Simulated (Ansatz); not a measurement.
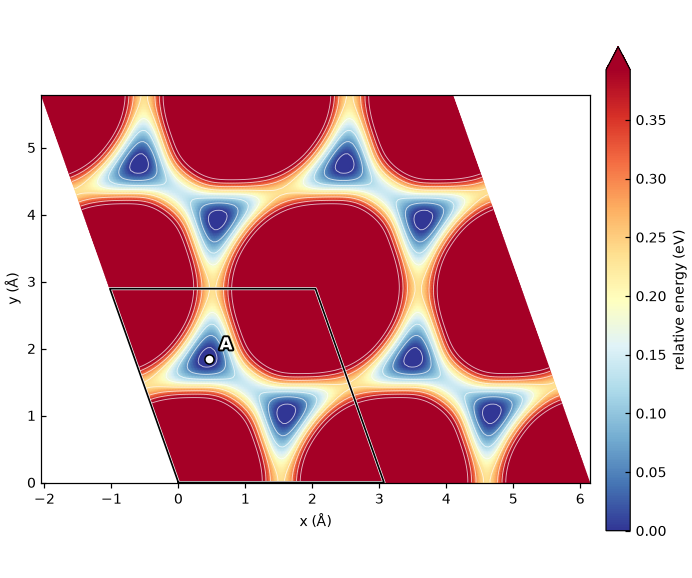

H on a Hf(110) slab cut from the Im-3m phase, its upper half relaxed before the scan (3 atoms of substrate and one adsorbate in a 1 × 1 cell). H is moved over the surface cell; relaxed at each place: the height of the adsorbate's atoms; substrate rigid; the origin of the map has the adsorbate above Hf3. Places are given modulo a cell vector. The map is drawn in real space over the plane of the surface. The scan uses a 6 × 6 grid; 13 points were computed and 23 follow by symmetry. All energies are given in eV relative to the lowest grid point. With one adsorbate in each 1 × 1 cell, its nearest image is 3.1 Å away, so neighbouring adsorbates interact. Computed with DFT PBE, scalar-relativistic, plane waves, PAW (Ansatz). Settings: cutoff 420 eV, k-mesh 9×9×1, gaussian smearing 0.1 eV, no spin polarisation.

In the figure: a smooth colour map with a few white contour lines, the outline of one cell of the 2 × 2 shown, one colour for all values above the top of the scale, the point A. Between grid points the surface is interpolated.

> What is the easiest way out of the well at A, and how high is the barrier?

The easiest path leads from the well at (2/6, 4/6) of the cell vectors [nearest 1 Hf at 2.00 Å] to a well of about the same depth at (4/6, 2/6) of the cell vectors [nearest 1 Hf at 2.00 Å]. Its highest point lies about 0.17 eV above the bottom of the first well on the interpolated surface, at a bridge site between two Hf atoms, over a second-layer Hf atom, (3/6, 3/6) of the cell vectors. This is the barrier on the constrained surface; relaxing the other coordinates would change it.

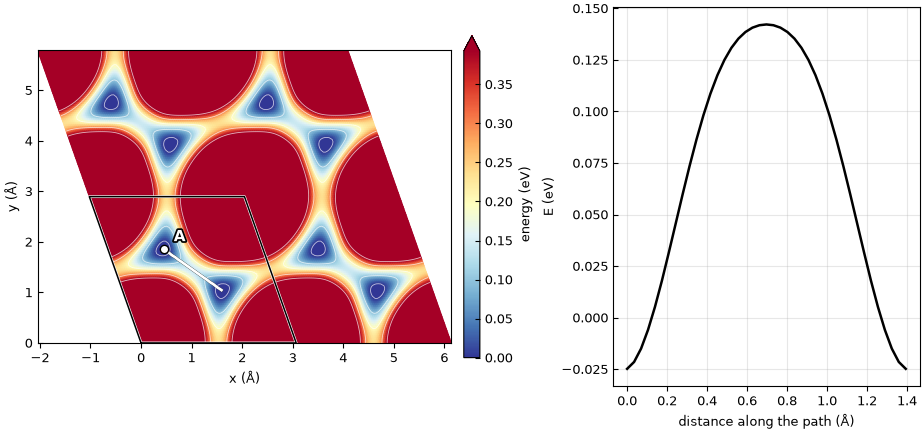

The picture shows a smooth colour map with a few white contour lines, a line along the lowest path, the outline of one cell of the 2 × 2 shown, one colour for all values above the top of the scale, the energy along the path at the right. Between grid points the surface is interpolated.
